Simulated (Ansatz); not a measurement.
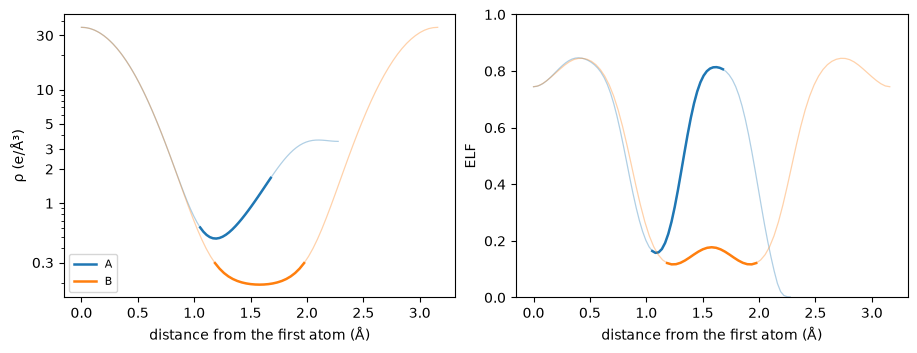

*HfN. Valence electron density and electron localisation function along straight lines between neighbouring atoms. Thin, pale parts lie inside the atomic spheres.*

Space group P6₃/mmc; a structure from a database of computed crystals, not necessarily the ambient phase.

All numbers below come from DFT PBE, scalar-relativistic, plane waves, PAW in Ansatz.

Core electrons are frozen (PAW), and the valence fields are smoothed inside the atomic spheres.

Q: Which curve belongs to which contact (Hf–Hf and Hf–N)? The first atom named is at distance zero.

A: Curve A: Hf–N (2.28 Å): the density is about 0.5 e/Å³ at the midpoint; the ELF peaks at about 0.80 in the valence shell of N, 0.7 Å from its nucleus, and is about 0.15 at the midpoint; no shared electron pair shows on this line. Curve B: Hf–Hf (3.16 Å): ρ at the midpoint is about 0.19 e/Å³; the ELF is about 0.20 at the midpoint; no shared electron pair shows on this line.
